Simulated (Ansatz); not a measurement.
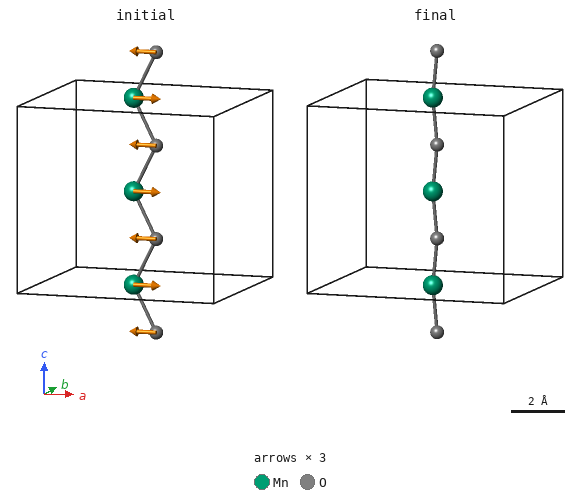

The structure of a wire of composition MnO before (left) and after (right) a relaxation, at one scale. The orange arrows give the displacements (the part carried along by the change of the cell is left out), magnified 3 times.

Style: ball-and-stick. Shown: the 2 repeat of the cell, with the vacuum cut short, slightly off an axis.

Case: zigzag chain of atoms.

The calculation used DFT PBE, scalar-relativistic, plane waves, PAW in Ansatz.

Input
```yaml
crystal:
  lattice:
    - [9.9, 0.0, 0.0]
    - [0.0, 9.3, 0.0]
    - [0.0, 0.0, 3.5985559042]
  atoms:
    - { symbol: Mn, position: [0.4545636881, 0.5, 0.0], spin: 4.44 }
    - { symbol: O, position: [0.5454363119, 0.5, 0.5], spin: 0.5 }
basis:
  ecutwfc: 420
kpoints:
  mp_grid: { grid: [1, 1, 18] }
hamiltonian:
  xc: pbe
scf:
  occupations: { method: gaussian, width: 0.05 }
output:
  forces: true
  stress: true
  eigenvalues: true
  populations: true
  write_density: true
  write_potential: true
  elf: true
  volumetric_format: npy
magnetization:
  spin_polarized: true
relax:
  adjacent_minimum: "off"
  f_tol: 0.01
  max_steps: 45
  cell: { fix: [a, b, alpha, beta, gamma], stress_tol: 0.03 }
```

Command:
```bash
ansatz run input.yaml --threads 2 --pin off --max-ram 5120MiB --backend cpu --events-out ev --progress --plain --runs-dir out
```

### Describe what moved and what it gained.

The largest moves relative to the layer's centre, 0.36 Å, are those of Mn1 and O2. By element the largest moves are Mn 0.36 Å, O 0.36 Å. Along the periodic axis the drawn cell goes c 7.197 → 7.223 Å (+0.4 %). Among the contacts that change: Mn1–O2 2.012 → 1.814 Å. Bond angles that change, for instance: O2–Mn1–O2 126.9° → 169.0°, Mn1–O2–Mn1 126.9° → 169.0°. Over 6 accepted moves (8 points after the start) the energy falls by 0.898 eV per cell of the calculation. The largest force component goes from 2.9 to 0.00034 eV/Å. The line search rejected the trial step at point 6 of the run. At 1 point the geometry stayed and the basis and grid were re-selected for the new cell (energy shift of 0.3 meV per cell of the calculation at most each time). Cost: 35 s on 2 threads of Intel(R) Xeon(R) 6975P-C (Granite Rapids), with other jobs on the host, peak memory 0.61 GiB.
